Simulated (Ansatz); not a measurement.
Geometry relaxation, with input and output: C (part 1 of 2)

- system: C (4 atoms in the cell)
- method: DFT PBEsol, scalar-relativistic, plane waves, PAW, no spin polarisation (Ansatz 0.2.0)

The structure derives from an entry of the Crystallography Open Database.

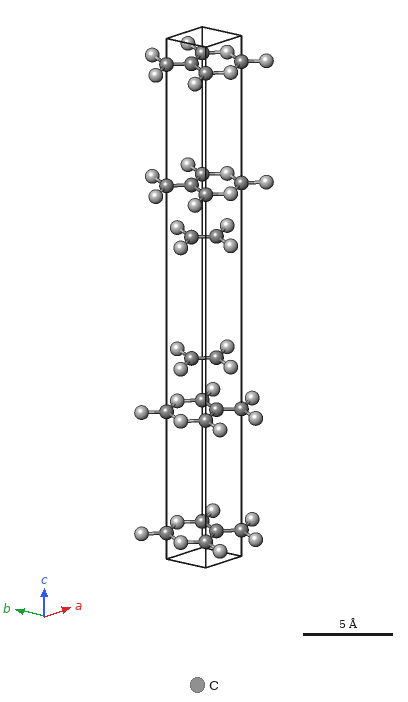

*The starting structure (ball-and-stick view of the cell 3 times as large as that of the calculation, set on its symmetry axes, seen at an oblique angle; neighbours outside the cell are drawn fainter). An atom can appear more than once, as a periodic image.*

Near neighbours in the periodic cell (some may lie outside the picture): C has 3 C at 1.42 Å.

Key numbers:

- outcome: converged
- space group (tolerance 0.01 Å): R-3m (166)
- electrons treated: 16
- free energy: −986.7550 eV
- Fermi energy: 2.498 eV
- gap on the k-point mesh: none (metallic)
- pressure: −0.01 GPa
- final volume: 58.30 Å³
- largest force (length of the vector) at the end: 0.001 eV/Å
- final cell: a = 11.225 Å, b = 11.225 Å, c = 11.225 Å, α = 12.58°, β = 12.58°, γ = 12.58°
- hardware: 2 threads of AMD EPYC (Zen 5), 32 GiB of memory available, shared host
- wall time: 24 s (CPU time 47 s)
- peak memory: 0.74 GiB

Input file:
```yaml
crystal:
  lattice:
    - [1.2299994602, 0.7101405194, 11.15]
    - [-1.2299994602, 0.7101405194, 11.15]
    - [0.0, -1.4202810389, 11.15]
  atoms:
    - { symbol: C, position: [0.05, 0.05, 0.05] }
    - { symbol: C, position: [0.95, 0.95, 0.95] }
    - { symbol: C, position: [0.283, 0.283, 0.283] }
    - { symbol: C, position: [0.717, 0.717, 0.717] }
basis:
  ecutwfc: 420
kpoints:
  mp_grid: { grid: [18, 18, 18] }
hamiltonian:
  xc: pbesol
scf:
  occupations: { method: gaussian, width: 0.1 }
output:
  forces: true
  stress: true
  eigenvalues: true
relax:
  adjacent_minimum: "off"
  f_tol: 0.005
  max_steps: 80
  cell: { stress_tol: 0.05 }
```

Run as:
```bash
ansatz run input.yaml --threads 2 --pin off --max-ram 5120MiB --backend cpu --events-out ev --progress --plain --runs-dir out
```

What the program printed:
```
basis.fft_grid_basis auto: the FFT boxes are laid along the combinations [[1, 0, -1], [0, 1, -1], [0, 0, 1]] of the cell's own vectors, 2.460, 2.460 and 11.240 Å long. The dense box has 18×18×80 points. Along the cell's own vectors, as sized, it would have 80×80×80, 19.75 times as many. Of the 12 symmetry operations that the crystal satisfies within crystal.symmetry.tolerance (time reversal apart; of a slab, those that keep its plane) the dense box along the cell's own vectors carries 12, and the one as laid loses 8 of those. basis.fft_grid_basis: typed keeps the cell's own vectors: state it where this run's energies or levels are differenced outside the engine with another run's, or held beside a run that keeps those vectors.
Engine: ansatz 0.2.0, x86_64-unknown-linux-gnu
Pseudopotentials: kind: paw
Pseudopotential: C, paw, valence charge 4, recommended cutoff 420 eV (normal), C.paw.azcp
Functional definition: PBEsol
  exchange = pbesol_x
  correlation = pbesol_c
Crystal: 4 atoms, lattice volume = 58.435 Å³
Basis set: ecut = 420 eV, 1117 PW (Γ), FFT grids on a1−a3, a2−a3, a3, exchange–correlation on 36×36×160 points (8 copies of the dense FFT grid, shifted against one another)
Bands: 12, of which v1, the nominal top of the filled ones, is band 8 counted from 1 (7 counted from 0)
Symmetry: 12 space group operations
Space group: R-3m (ITA 166), of the structure as read, at distance tolerance 3.9e-5 Å
k-points: 580 of 5832
Non-local potential: C, projectors of the file, l = 0: 2, l = 1: 2, l = 2: 1
PAW form: soft (Blöchl's): semilocal exchange-correlation on the pseudo side does not see the compensation charge
PAW frozen core: C, regenerated for the run's functional, and the local potential with it (the file was generated under x = pbe(κ = 0.804, μ = 0.2195149727645171), c = pbe(β = 0.06672455060314922))
PAW one-centre angular grid: C, 110 points (default); XC on 64 Gauss nodes
Initial density: superposition of atomic densities (neutral atoms: chi_scale 0, normalization atom), corrected by the library's trained network
Initial wavefunctions: pseudopotential atomic-orbital guess
Functional: x = pbesol(κ = 0.804, μ = 0.12345679012345678), c = pbesol(β = 0.046)
SCF iter   1: F=—  HF=-986.746708 eV  |F-HF|=—  |Δ(HF+E_count)|=         —  Δρ=2.98e-3  dr2=5.17e-3  ethr=1.77e-3  ⟨swp⟩=5.7  Hψ=43403  notcnv=0
preconditioner: auto → LDOS  [metal: Δε(μ)=0.000 eV  Ē_g=15.232 eV  σ=0.100 eV  W_gap=0.00  n_scr=6 (ndim 8)  ℏωp=19.4 eV  f_vac=0.397  D(μ)=0.14/eV (n_scr^D=2)  β→1.0]
SCF iter   2: F=—  HF=-986.750719 eV  |F-HF|=—  |Δ(HF+E_count)|=   4.01e-3  Δρ=1.71e-3  dr2=7.30e-3  ethr=3.23e-5  ⟨swp⟩=2.2  Hψ=17865  notcnv=0
SCF iter   3: F=—  HF=-986.748885 eV  |F-HF|=—  |Δ(HF+E_count)|=   1.83e-3  Δρ=5.87e-4  dr2=7.60e-4  ethr=3.23e-5  ⟨swp⟩=2.5  Hψ=12750  notcnv=0
SCF iter   4: F=—  HF=-986.748670 eV  |F-HF|=—  |Δ(HF+E_count)|=   2.14e-4  Δρ=1.16e-4  dr2=1.90e-5  ethr=4.75e-6  ⟨swp⟩=2.4  Hψ=9543  notcnv=0
SCF iter   5: F=—  HF=-986.748669 eV  |F-HF|=—  |Δ(HF+E_count)|=   1.24e-6  Δρ=6.44e-5  dr2=2.33e-6  ethr=1.19e-7  ⟨swp⟩=2.3  Hψ=11006  notcnv=0
SCF iter   6: F=-986.748668 eV  HF=-986.748668 eV  |F-HF|=7.91e-9  |Δ(HF+E_count)|=   5.93e-7  Δρ=3.87e-6  dr2=5.69e-9  ethr=6.25e-10  ⟨swp⟩=5.8  Hψ=41262  notcnv=0
SCF 1 converged in 6 iterations: F = -986.748668 eV  dr2 = 5.69e-9
  greatest PAW one-centre occupation: 0.672 electrons in one spin orbital (limit 2), on the C atom at site 1 (counted from 0), in its partial waves of l = 0
relax step   1: F+E_penalty+E_count = -986.74866828 eV  Δ(F+E_penalty+E_count) = +0.000e0 eV  max|allowed force component| = 1.992e-1 eV/Å  Δτ_max = 0.0000 Å  P = -0.135 GPa  Ω = 58.435 Å³  (6 SCF iters, dr2 threshold 1.00e-7 eV, accepted)
Crystal: 4 atoms, lattice volume = 58.876 Å³
Initial density: handed on by an earlier stage of this run
Initial wavefunctions: those handed on with the density
SCF iter   1: F=—  HF=-987.190639 eV  |F-HF|=—  |Δ(HF+E_count)|=         —  Δρ=5.34e-2  dr2=1.43e0  ethr=3.10e-3  ⟨swp⟩=7.8  Hψ=50548  notcnv=0
preconditioner: auto → LDOS  [metal: Δε(μ)=0.162 eV  Ē_g=15.204 eV  σ=0.100 eV  W_gap=0.50  n_scr=6 (ndim 8)  ℏωp=19.4 eV  f_vac=0.391  D(μ)=0.16/eV (n_scr^D=2)  β→1.0]
SCF iter   2: F=—  HF=-987.577444 eV  |F-HF|=—  |Δ(HF+E_count)|=   3.87e-1  Δρ=3.54e-2  dr2=2.90e0  ethr=3.10e-3  ⟨swp⟩=3.8  Hψ=22445  notcnv=0
SCF iter   3: F=—  HF=-986.756069 eV  |F-HF|=—  |Δ(HF+E_count)|=   8.21e-1  Δρ=3.93e-3  dr2=1.65e-2  ethr=3.10e-3  ⟨swp⟩=3.4  Hψ=23076  notcnv=0
SCF iter   4: F=—  HF=-986.753083 eV  |F-HF|=—  |Δ(HF+E_count)|=   2.99e-3  Δρ=9.32e-4  dr2=4.00e-4  ethr=1.03e-4  ⟨swp⟩=2.5  Hψ=13415  notcnv=0
SCF iter   5: F=—  HF=-986.753068 eV  |F-HF|=—  |Δ(HF+E_count)|=   1.54e-5  Δρ=5.62e-4  dr2=1.44e-4  ethr=2.50e-6  ⟨swp⟩=2.0  Hψ=11788  notcnv=0
SCF iter   6: F=—  HF=-986.753041 eV  |F-HF|=—  |Δ(HF+E_count)|=   2.69e-5  Δρ=2.15e-4  dr2=2.13e-5  ethr=9.03e-7  ⟨swp⟩=2.3  Hψ=10876  notcnv=0
SCF iter   7: F=—  HF=-986.753037 eV  |F-HF|=—  |Δ(HF+E_count)|=   4.18e-6  Δρ=5.20e-5  dr2=1.46e-6  ethr=1.33e-7  ⟨swp⟩=2.1  Hψ=11245  notcnv=0
SCF iter   8: F=-986.753037 eV  HF=-986.753037 eV  |F-HF|=1.06e-8  |Δ(HF+E_count)|=   3.10e-7  Δρ=6.18e-6  dr2=1.65e-8  ethr=2.50e-9  ⟨swp⟩=8.4  Hψ=41007  notcnv=0
SCF 2 converged in 8 iterations: F = -986.753037 eV  dr2 = 1.65e-8
relax step   2: F+E_penalty+E_count = -986.75303653 eV  Δ(F+E_penalty+E_count) = -4.368e-3 eV  max|allowed force component| = 4.630e-2 eV/Å  Δτ_max = 0.1949 Å  P = -0.145 GPa  Ω = 58.876 Å³  energy of the carried Pulay correction = -9.158e-4 eV  (8 SCF iters, dr2 threshold 4.00e-7 eV, accepted)
Crystal: 4 atoms, lattice volume = 58.654 Å³
iter 1 solved again at ethr=2.07e-4 eV; its pass at ethr=3.10e-3 eV (dr2=3.31e-2 eV) is discarded
SCF iter   1: F=—  HF=-986.764289 eV  |F-HF|=—  |Δ(HF+E_count)|=         —  Δρ=8.31e-3  dr2=3.33e-2  ethr=2.07e-4  ⟨swp⟩=1.0  Hψ=54988  notcnv=0
preconditioner: auto → LDOS  [metal: Δε(μ)=0.194 eV  Ē_g=15.161 eV  σ=0.100 eV  W_gap=0.50  n_scr=6 (ndim 8)  ℏωp=19.4 eV  f_vac=0.370  D(μ)=0.14/eV (n_scr^D=2)  β→1.0]
SCF iter   2: F=—  HF=-986.773953 eV  |F-HF|=—  |Δ(HF+E_count)|=   9.66e-3  Δρ=5.48e-3  dr2=6.92e-2  ethr=2.07e-4  ⟨swp⟩=3.0  Hψ=16627  notcnv=0
SCF iter   3: F=—  HF=-986.754254 eV  |F-HF|=—  |Δ(HF+E_count)|=   1.97e-2  Δρ=6.09e-4  dr2=5.49e-4  ethr=2.07e-4  ⟨swp⟩=2.1  Hψ=12122  notcnv=0
SCF iter   4: F=—  HF=-986.754167 eV  |F-HF|=—  |Δ(HF+E_count)|=   8.77e-5  Δρ=1.13e-4  dr2=2.78e-6  ethr=3.43e-6  ⟨swp⟩=2.4  Hψ=11928  notcnv=0
SCF iter   5: F=—  HF=-986.754172 eV  |F-HF|=—  |Δ(HF+E_count)|=   5.42e-6  Δρ=6.20e-5  dr2=1.95e-6  ethr=8.37e-10  ⟨swp⟩=9.5  Hψ=45693  notcnv=0
SCF iter   6: F=-986.754171 eV  HF=-986.754171 eV  |F-HF|=3.50e-8  |Δ(HF+E_count)|=   5.23e-7  Δρ=8.74e-6  dr2=4.34e-8  ethr=8.37e-10  ⟨swp⟩=4.4  Hψ=36673  notcnv=0
SCF 3 converged in 6 iterations: F = -986.754171 eV  dr2 = 4.34e-8
relax step   3: F+E_penalty+E_count = -986.75417140 eV  Δ(F+E_penalty+E_count) = -1.135e-3 eV  max|allowed force component| = 3.677e-3 eV/Å  Δτ_max = 0.0293 Å  P = -0.071 GPa  Ω = 58.654 Å³  energy of the carried Pulay correction = -4.545e-4 eV  (6 SCF iters, dr2 threshold 1.34e-7 eV, accepted)
Crystal: 4 atoms, lattice volume = 58.267 Å³
iter 1 solved again at ethr=5.02e-4 eV; its pass at ethr=3.10e-3 eV (dr2=8.04e-2 eV) is discarded
SCF iter   1: F=—  HF=-986.780095 eV  |F-HF|=—  |Δ(HF+E_count)|=         —  Δρ=1.31e-2  dr2=8.16e-2  ethr=5.02e-4  ⟨swp⟩=1.0  Hψ=57159  notcnv=0
preconditioner: auto → LDOS  [metal: Δε(μ)=0.000 eV  Ē_g=15.193 eV  σ=0.100 eV  W_gap=0.00  n_scr=6 (ndim 8)  ℏωp=19.5 eV  f_vac=0.374  D(μ)=0.14/eV (n_scr^D=2)  β→1.0]
SCF iter   2: F=—  HF=-986.804354 eV  |F-HF|=—  |Δ(HF+E_count)|=   2.43e-2  Δρ=8.60e-3  dr2=1.70e-1  ethr=5.02e-4  ⟨swp⟩=3.4  Hψ=17904  notcnv=0
SCF iter   3: F=—  HF=-986.755524 eV  |F-HF|=—  |Δ(HF+E_count)|=   4.88e-2  Δρ=9.84e-4  dr2=1.49e-3  ethr=5.02e-4  ⟨swp⟩=2.2  Hψ=12749  notcnv=0
SCF iter   4: F=—  HF=-986.755267 eV  |F-HF|=—  |Δ(HF+E_count)|=   2.56e-4  Δρ=1.69e-4  dr2=7.20e-6  ethr=9.29e-6  ⟨swp⟩=2.5  Hψ=12496  notcnv=0
SCF iter   5: F=—  HF=-986.755274 eV  |F-HF|=—  |Δ(HF+E_count)|=   6.77e-6  Δρ=5.58e-5  dr2=1.76e-6  ethr=4.50e-8  ⟨swp⟩=2.1  Hψ=11701  notcnv=0
SCF iter   6: F=—  HF=-986.755273 eV  |F-HF|=—  |Δ(HF+E_count)|=   4.29e-7  Δρ=1.73e-5  dr2=2.02e-7  ethr=1.10e-8  ⟨swp⟩=2.0  Hψ=11153  notcnv=0
SCF iter   7: F=-986.755273 eV  HF=-986.755273 eV  |F-HF|=3.48e-9  |Δ(HF+E_count)|=   5.44e-8  Δρ=2.40e-6  dr2=4.30e-9  ethr=2.50e-10  ⟨swp⟩=7.6  Hψ=39090  notcnv=0
SCF 4 converged in 7 iterations: F = -986.755273 eV  dr2 = 4.30e-9
relax step   4: F+E_penalty+E_count = -986.75527343 eV  Δ(F+E_penalty+E_count) = -1.102e-3 eV  max|allowed force component| = 7.791e-3 eV/Å  Δτ_max = 0.0443 Å  P = +0.025 GPa  Ω = 58.267 Å³  energy of the carried Pulay correction = +3.519e-4 eV  (7 SCF iters, dr2 threshold 4.00e-8 eV, accepted)
Crystal: 4 atoms, lattice volume = 58.304 Å³
iter 1 solved again at ethr=5.14e-5 eV; its pass at ethr=3.10e-3 eV (dr2=8.23e-3 eV) is discarded
SCF iter   1: F=—  HF=-986.757885 eV  |F-HF|=—  |Δ(HF+E_count)|=         —  Δρ=4.23e-3  dr2=8.53e-3  ethr=5.14e-5  ⟨swp⟩=1.0  Hψ=50077  notcnv=0
preconditioner: auto → LDOS  [metal: Δε(μ)=0.000 eV  Ē_g=15.155 eV  σ=0.100 eV  W_gap=0.00  n_scr=6 (ndim 8)  ℏωp=19.5 eV  f_vac=0.371  D(μ)=0.14/eV (n_scr^D=2)  β→1.0]
SCF iter   2: F=—  HF=-986.760237 eV  |F-HF|=—  |Δ(HF+E_count)|=   2.35e-3  Δρ=2.76e-3  dr2=1.75e-2  ethr=5.14e-5  ⟨swp⟩=2.9  Hψ=16364  notcnv=0
SCF iter   3: F=—  HF=-986.755244 eV  |F-HF|=—  |Δ(HF+E_count)|=   4.99e-3  Δρ=2.98e-4  dr2=1.09e-4  ethr=5.14e-5  ⟨swp⟩=2.0  Hψ=10672  notcnv=0
SCF iter   4: F=—  HF=-986.755230 eV  |F-HF|=—  |Δ(HF+E_count)|=   1.38e-5  Δρ=5.66e-5  dr2=6.70e-7  ethr=6.84e-7  ⟨swp⟩=2.3  Hψ=11507  notcnv=0
SCF iter   5: F=—  HF=-986.755236 eV  |F-HF|=—  |Δ(HF+E_count)|=   5.44e-6  Δρ=3.51e-5  dr2=6.20e-7  ethr=4.19e-9  ⟨swp⟩=2.0  Hψ=11721  notcnv=0
SCF iter   6: F=—  HF=-986.755236 eV  |F-HF|=—  |Δ(HF+E_count)|=   1.65e-7  Δρ=4.05e-6  dr2=8.19e-9  ethr=3.88e-9  ⟨swp⟩=2.2  Hψ=11485  notcnv=0
SCF iter   7: F=-986.755236 eV  HF=-986.755236 eV  |F-HF|=3.87e-11  |Δ(HF+E_count)|=   1.50e-9  Δρ=7.12e-7  dr2=1.52e-10  ethr=2.37e-11  ⟨swp⟩=6.9  Hψ=36821  notcnv=0
SCF 5 converged in 7 iterations: F = -986.755236 eV  dr2 = 1.52e-10
relax step   5: F+E_penalty+E_count = -986.75523564 eV  Δ(F+E_penalty+E_count) = +3.780e-5 eV  max|allowed force component| = 1.375e-3 eV/Å  Δτ_max = 0.0145 Å  P = -0.004 GPa  Ω = 58.304 Å³  energy of the carried Pulay correction = +2.743e-4 eV  (7 SCF iters, dr2 threshold 3.79e-9 eV, accepted)
Initial wavefunctions: pseudopotential atomic-orbital guess (no wavefunctions were taken with the density)
iter 1 solved again at ethr=8.53e-8 eV; its pass at ethr=3.10e-3 eV (dr2=1.36e-5 eV) is discarded
SCF iter   1: F=—  HF=-986.754957 eV  |F-HF|=—  |Δ(HF+E_count)|=         —  Δρ=1.04e-5  dr2=9.44e-9  ethr=8.53e-8  ⟨swp⟩=3.4  Hψ=65849  notcnv=0
preconditioner: auto → LDOS  [metal: Δε(μ)=0.000 eV  Ē_g=15.159 eV  σ=0.100 eV  W_gap=0.00  n_scr=6 (ndim 8)  ℏωp=19.5 eV  f_vac=0.371  D(μ)=0.14/eV (n_scr^D=2)  β→1.0]
SCF iter   2: F=—  HF=-986.754961 eV  |F-HF|=—  |Δ(HF+E_count)|=   3.74e-6  Δρ=1.37e-6  dr2=1.22e-9  ethr=5.90e-11  ⟨swp⟩=3.1  Hψ=13550  notcnv=0
SCF iter   3: F=—  HF=-986.754961 eV  |F-HF|=—  |Δ(HF+E_count)|=  1.18e-10  Δρ=7.52e-7  dr2=6.81e-10  ethr=7.61e-12  ⟨swp⟩=2.1  Hψ=11862  notcnv=0
SCF iter   4: F=-986.754961 eV  HF=-986.754961 eV  |F-HF|=9.78e-12  |Δ(HF+E_count)|=  1.96e-10  Δρ=1.41e-7  dr2=1.26e-11  ethr=1.00e-12  ⟨swp⟩=4.9  Hψ=35364  notcnv=0
SCF 6 converged in 4 iterations: F = -986.754961 eV  dr2 = 1.26e-11
relax step   6: F+E_penalty+E_count = -986.75496092 eV  Δ(F+E_penalty+E_count) = +2.747e-4 eV  max|allowed force component| = 1.370e-3 eV/Å  Δτ_max = 0.0000 Å  P = -0.009 GPa  Ω = 58.304 Å³  stress off target by 1.39e-2 GPa  SCF on the basis re-selected at this cell (its energy is not comparable with the rows above)  (4 SCF iters)
```
